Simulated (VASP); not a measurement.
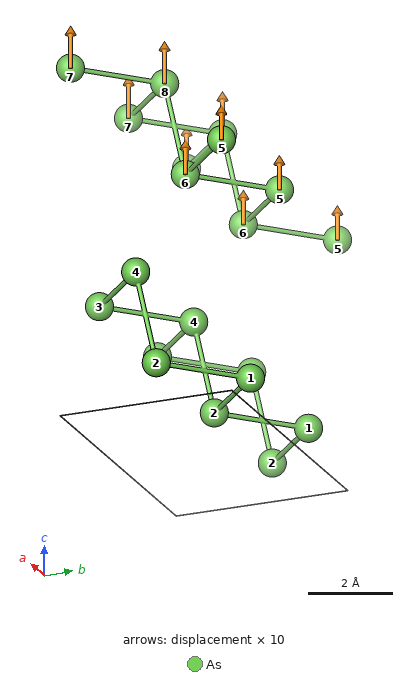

This is a relaxation of a slab of composition As. The starting structure is drawn; orange arrows show the displacements, 10 times their true length.

Style: ball-and-stick. Shown: the 2 × 1 repeat of the cell, outlined in the plane, without the vacuum, from a free direction.

The run lets the atoms move in a fixed cell. 4 atoms are held fixed.

Theory: Kohn-Sham DFT of a periodic cell, PBE with D3, VASP PAW PBE potentials, recommended (VASP).

The input:
```
ALGO = Normal ; DIPOL = 0.5 0.5 0.500
EDIFF = 1E-6 ; EDIFFG = -0.005
ENCUT = 520 ; GGA = PE
IBRION = 2 ; IDIPOL = 3
ISIF = 2 ; ISMEAR = 0
IVDW = 11 ; LASPH = T
LCHARG = F ; LDIPOL = T
LREAL = F ; LWAVE = F
NELM = 100 ; NSW = 60
PREC = Accurate ; SIGMA = 0.05
```

Command:
```bash
cat potpaw_PBE.64/As/POTCAR > POTCAR
mpirun -np 1 vasp_std > vasp.out
```

**What happened in the run?**

The largest moves, 0.11 Å, are those of As7 and As8. As7 goes along the normal (+c). The cell stays as it was. Among the contacts that change: As5–As7 2.479 → 2.498 Å. After 17 geometry steps the energy has fallen by 6.4 meV per cell of the calculation. Largest force component: 0.14 eV/Å at the start, 0.14 eV/Å at the end.
